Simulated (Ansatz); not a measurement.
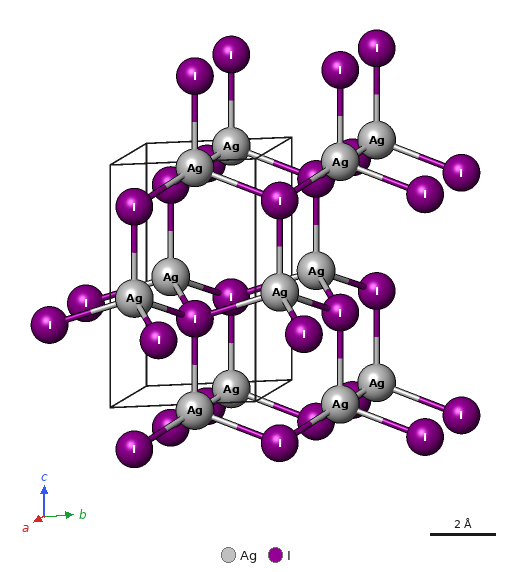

This is the input geometry for a relaxation of crystalline AgI (built on the database structure type). Style: ball-and-stick. Shown: the cell of the calculation, repeated 2 × 2 × 1 with one cell outlined, slightly off an axis.

Level of theory: Ansatz, DFT, PBEsol, plane waves, PAW.

The input:
```yaml
crystal:
  lattice:
    - [4.6585563974, 0.0, 0.0]
    - [-2.3292781987, 4.0344281851, 0.0]
    - [0.0, 0.0, 7.55273917]
  atoms:
    - { symbol: Ag, position: [0.33333333, 0.66666667, 0.00098414] }
    - { symbol: Ag, position: [0.66666667, 0.33333333, 0.50098414] }
    - { symbol: I, position: [0.33333333, 0.66666667, 0.37891586] }
    - { symbol: I, position: [0.66666667, 0.33333333, 0.87891586] }
kpoints:
  mp_grid: { grid: [6, 6, 4] }
hamiltonian:
  xc: pbesol
scf:
  occupations: { method: fermi_dirac, width: 0.03 }
relax:
  f_tol: 0.01
  cell: {}
  max_steps: 120
output:
  write_density: true
  write_potential: true
  elf: true
  volumetric_format: npy
```

Command:
```bash
ansatz run input.yaml --threads 2 --pin off --max-ram 29491MiB --backend cpu --events-out ev --progress --plain --runs-dir out
```

Q: Predict the outcome.

A: The largest moves relative to the cell, 0.010 Å, are those of Ag1, Ag2, I3 and I4. Ag1 goes along +c. By element the largest moves are Ag 0.010 Å, I 0.010 Å. Cell: a = b 4.659 → 4.562 Å (−2.1 %), c 7.553 → 7.446 Å (−1.4 %). Volume −5.5 %. Among the contacts that change: Ag1–I3 2.854 → 2.795 Å, Ag1–I4 2.843 → 2.793 Å. The space group stays P6_3mc (No. 186). Over 3 accepted moves (4 points after the start) the energy falls by 10.6 meV per atom. The largest force component goes from 0.0097 to 0.00056 eV/Å. The pressure goes from −1.64 to 0.00 GPa. At 1 point the geometry stayed and the basis and grid were re-selected for the new cell (energy shift of 0.4 meV per atom at most each time). The run took 24 s on 2 threads of AMD EPYC 7R13 Processor (Zen 3) (shared host), peak memory 0.47 GiB.

Step by step:

```tsv
step	E − E(0), meV/atom	largest force component, eV/Å	pressure, GPa	volume, Å³/atom	note
0	0.00	0.0097	-1.64	35.488	
1	-10.60	0.0085	0.35	33.219	
2	-10.91	0.0060	-0.04	33.593	
3	-10.95	0.0005	0.00	33.552	
4	-10.59	0.0006	0.00	33.552	same geometry, new basis
```

The end point in the same view:

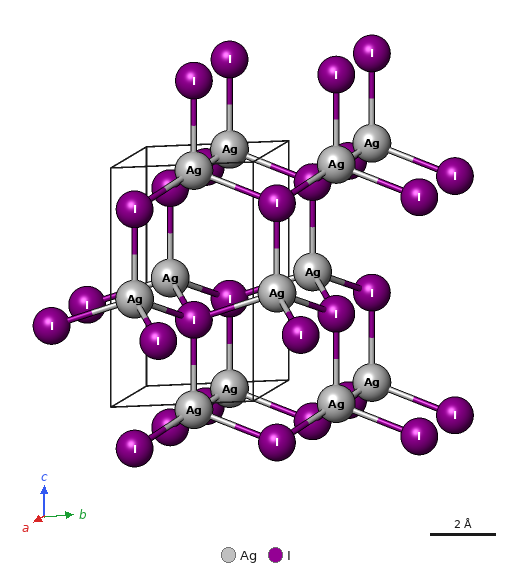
